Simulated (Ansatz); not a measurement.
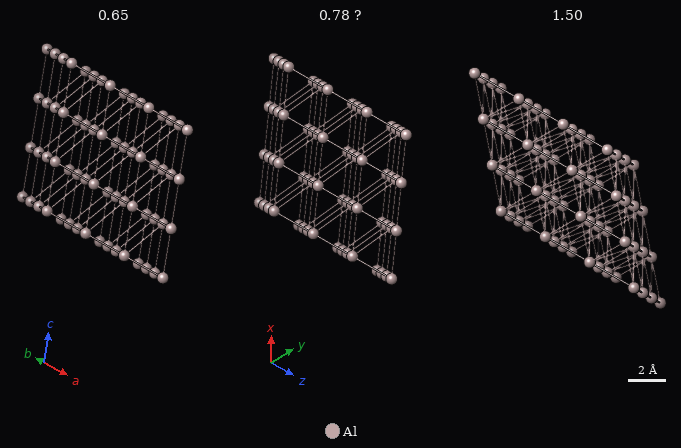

Solid Al (Im-3m): the ratio of the cell's length along z to its lengths across, counted as 1 for the reference, is changed at fixed volume (a tetragonal or Bain path), with the atoms kept at their fractional coordinates. x, y and z are the Cartesian axes of the input. Style: ball-and-stick. Shown: the cell of the calculation, repeated 3 × 3 × 3 with one cell outlined, along the b axis.

Theory: DFT PBEsol, scalar-relativistic, plane waves, PAW (Ansatz 0.2.0). (plane-wave cutoff 420 eV; k-point mesh 24 × 24 × 24; occupations gaussian; smearing width 0.15 eV; no spin polarisation). Energies (free energies at the smearing named) are counted from the cell as listed in its source, which wasn't relaxed.

```json
{"axial ratio over its reference value": "0.650", "E − E(ref) (meV/atom)": "200.3"}
{"axial ratio over its reference value": "0.707", "E − E(ref) (meV/atom)": "49.1"}
{"axial ratio over its reference value": "0.780", "E − E(ref) (meV/atom)": "?"}
{"axial ratio over its reference value": "0.850", "E − E(ref) (meV/atom)": "−18.0"}
{"axial ratio over its reference value": "0.920", "E − E(ref) (meV/atom)": "−6.7"}
{"axial ratio over its reference value": "0.960", "E − E(ref) (meV/atom)": "−2.0"}
{"axial ratio over its reference value": "1.000", "E − E(ref) (meV/atom)": "0.0"}
{"axial ratio over its reference value": "1.050", "E − E(ref) (meV/atom)": "−3.4"}
{"axial ratio over its reference value": "1.100", "E − E(ref) (meV/atom)": "−13.4"}
{"axial ratio over its reference value": "1.200", "E − E(ref) (meV/atom)": "−53.1"}
{"axial ratio over its reference value": "1.300", "E − E(ref) (meV/atom)": "−88.1"}
{"axial ratio over its reference value": "1.414", "E − E(ref) (meV/atom)": "−99.6"}
{"axial ratio over its reference value": "1.500", "E − E(ref) (meV/atom)": "−94.1"}
```

Fill in the missing row.

Answer. A straight line between the two neighbours gives 14.8 meV/atom. A cubic through the four nearest rows (0.650, 0.707, 0.850, 0.920) gives, with Lagrange weights, (−0.2324)(200.3) + (0.7338)(49.1) + (0.6636)(−18.0) + (−0.1650)(−6.7) = −21.4 meV/atom. The calculation gives −13.3 meV/atom, so the cubic is 8.1 meV/atom too low and the straight line 28.1 meV/atom too high, as the curve bends upwards here.

The whole profile:

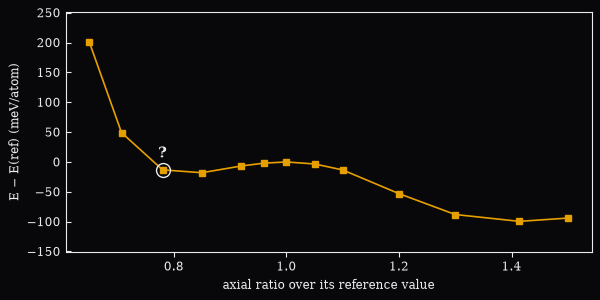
